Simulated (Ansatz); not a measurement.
**A series of single points on Br**

System: Br (1 atom in the cell).
Method: Kohn-Sham DFT of a periodic cell, PBE, all-electron LAPW, scalar-relativistic, no spin polarisation (Ansatz 0.2.0).

The 7 runs differ only in the geometry, by an even scaling of the cell at fixed fractional positions. The structure derives from a Materials Project entry.

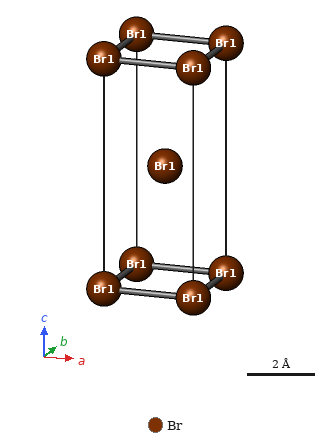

Figure 1. The structure of run 4 (ball-and-stick view of the cell 2 times as large as that of the calculation, set on its symmetry axes, seen slightly off an axis; atoms are numbered from 1 in the order of the input).

## Input of run 4
```yaml
crystal:
  lattice:
    - [-1.423491705, 1.423491705, 3.57751737]
    - [1.423491705, -1.423491705, 3.57751737]
    - [1.423491705, 1.423491705, -3.57751737]
  atoms:
    - { symbol: Br, position: [0.0, 0.0, 0.0] }
kpoints:
  mp_grid: { grid: [13, 13, 13] }
scf:
  occupations: { method: fermi_dirac, width: 0.05 }
hamiltonian:
  xc: pbe
  pseudopotentials: { kind: all_electron, lapw: { basis_error: 0.0005 } }
output:
  forces: true
  stress: true
  eigenvalues: true
```

Command:
```bash
ansatz run input.yaml --threads 1 --pin off --max-ram 2560MiB --backend cpu --events-out ev --progress --plain --runs-dir out
```

Lattice vectors (Å) and fractional positions of run 4:
```
  -1.423492    1.423492    3.577517
   1.423492   -1.423492    3.577517
   1.423492    1.423492   -3.577517
Br  0.000000  0.000000  0.000000
```

Run 6 differs from it as follows:
```diff
-    - [-1.423491705, 1.423491705, 3.57751737]
-    - [1.423491705, -1.423491705, 3.57751737]
-    - [1.423491705, 1.423491705, -3.57751737]
+    - [-1.4422240072, 1.4422240072, 3.6245953657]
+    - [1.4422240072, -1.4422240072, 3.6245953657]
+    - [1.4422240072, 1.4422240072, -3.6245953657]
```

## Results, with one run withheld

| run | volume per atom (Å³) | free energy per atom, from the lowest run given (meV) | pressure (GPa) |
| --- | --- | --- | --- |
| 1 | 27.257 | 33.78 | 4.23 |
| 2 | 27.837 | 20.42 | 3.18 |
| 3 | 28.417 | 10.64 | 2.25 |
| 4 | 28.997 | 4.05 | 1.42 |
| 5 | 29.577 | 0.28 | 0.68 |
| 6 | 30.157 | ? | ? |
| 7 | 30.737 | 0.00 | −0.55 |

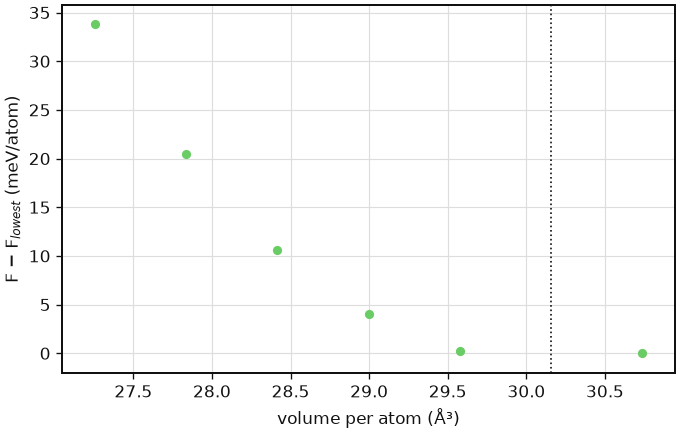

Figure 2. Free energy per atom of the runs given; the dotted line marks run 6.

What should run 6 give?

A cubic polynomial in V^(−2/3) (the Birch–Murnaghan form), fitted to the 6 runs given, misses them by under 0.01 meV per atom. With x = V^(−2/3) − 0.10652 Å⁻², it reads F = 6.3355 + 4389.4 x + 6.705e+05 x² + 3.5381e+06 x³ (meV per atom). At run 6 it gives −0.98 meV per atom, and the run itself gives −0.98. The slope of the fit gives a pressure −dF/dV of 0.03 GPa there, and the run prints 0.03 GPa. The fit has its minimum at 30.182 Å³ per atom, where V d²F/dV² gives 31.9 GPa. Cell shape and fractional positions are held, so this is the stiffness under even scaling; the relaxed bulk modulus wasn't computed and can be far lower in a crystal of layers, chains or molecules like this one.

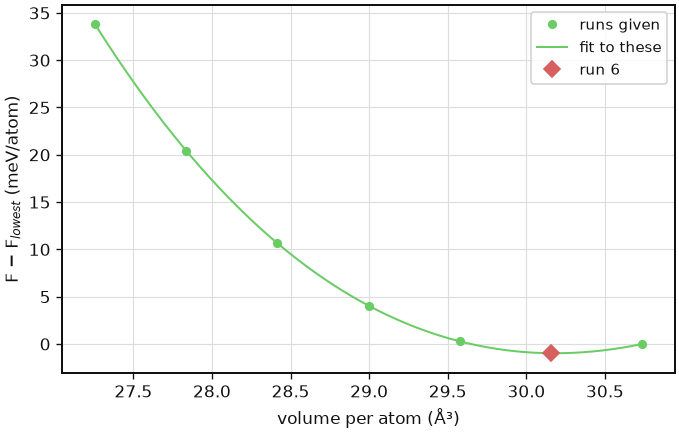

Figure 3. The fit and the withheld run.

## Output, shortened to warnings, some set-up lines, iterations and results (run 6)
```
Basis set: ecut = 194.99618562789462 eV, 205 PW (Γ), FFT grids on a1+a3, a2+a3, a3, exchange–correlation at level 2
Symmetry: 16 space group operations
k-points: 196 of 2197
Initial density: superposition of atomic densities (chi_scale 0.1, normalization cell)
[...]
SCF iter   1: F=—  HF=-70925.003865 eV  |F-HF|=—  |Δ(HF+E_count)|=         —  Δρ=1.07e-2  dr2=4.39e-2  ethr=1.77e-4  ⟨swp⟩=3.0  Hψ=21010  notcnv=0
SCF iter   2: F=—  HF=-70924.961928 eV  |F-HF|=—  |Δ(HF+E_count)|=   4.19e-2  Δρ=3.20e-3  dr2=3.81e-3  ethr=1.52e-5  ⟨swp⟩=2.0  Hψ=17468  notcnv=0
SCF iter   3: F=—  HF=-70924.960567 eV  |F-HF|=—  |Δ(HF+E_count)|=         —  Δρ=2.61e-4  dr2=1.08e-5  ethr=1.52e-5  ⟨swp⟩=3.0  Hψ=10279  notcnv=0
SCF iter   4: F=—  HF=-70924.960544 eV  |F-HF|=—  |Δ(HF+E_count)|=   2.38e-5  Δρ=7.40e-5  dr2=1.02e-6  ethr=4.31e-8  ⟨swp⟩=3.0  Hψ=9599  notcnv=0
SCF iter   5: F=—  HF=-70924.960537 eV  |F-HF|=—  |Δ(HF+E_count)|=   6.12e-6  Δρ=2.34e-5  dr2=8.31e-8  ethr=4.07e-9  ⟨swp⟩=3.0  Hψ=9503  notcnv=0
SCF iter   6: F=—  HF=-70924.960537 eV  |F-HF|=—  |Δ(HF+E_count)|=   4.74e-7  Δρ=7.68e-6  dr2=8.48e-9  ethr=3.32e-10  ⟨swp⟩=3.0  Hψ=9583  notcnv=0
SCF iter   7: F=-70924.960537 eV  HF=-70924.960537 eV  |F-HF|=9.52e-9  |Δ(HF+E_count)|=   1.47e-7  Δρ=1.35e-6  dr2=2.69e-10  ethr=3.39e-11  ⟨swp⟩=3.0  Hψ=9641  notcnv=0
SCF 1 converged in 7 iterations: F = -70924.960537 eV  dr2 = 2.69e-10
SCF converged after 7 iterations
Free energy (F): -70924.960537 eV
Harris-Foulkes:  -70924.960537 eV  (|F-HF|=9.52e-9)
Internal energy: -70924.955591 eV  (E = F + TS)
E sigma→0 (E₀):  -70924.958064 eV
Entropy (-TS):   -0.004946 eV (-4.946 meV/atom)
Fermi energy:    5.264869 eV
--- Per-component energies (eV) ---
  E_band       = -1990.752302
  E_kinetic    = 72707.077372
  E_xc         = -2510.080964
  E_electrostatic = -141121.951999  (all electrons and nuclei)
  E_smearing   = -0.004946  (= −TS)
  E_closure    = 0.000000  (closes the sum)
  E_atoms      = -70923.527919  (free atoms, spherical and without spin; not in F)
  Σ components = -70924.960537   (vs F -70924.960537, Δ=0.00e0)
  Basis errors (estimates in eV, not in F): energy 2.7e-4 per atom: plane waves 2.5e-4 (1.3e-4 summed), levels above the bands 8.2e-114, relativity 4.9e-9, radial functions 2.3e-5, core shells 2.6e-9; eigenvalues (radial functions only) 2.3e-5; not estimated: angular momenta, meshes, grids; target …
--- Forces (eV/Å), atoms counted from 1 ---
  atom   1  Br     0.00000000     0.00000000     0.00000000
  max |Σ_I F_I| component: 7.89e-31 eV/Å
--- Stress (GPa, compression-positive) ---
       -0.656775       0.000000       0.000000
        0.000000      -0.656775       0.000000
        0.000000       0.000000       1.397870
  P = ⅓ Tr σ = 0.0281 GPa (0.281 kbar)
```

Notes: The cell holds an odd number of electrons but the run has no spin polarisation, so it comes out as a metal.
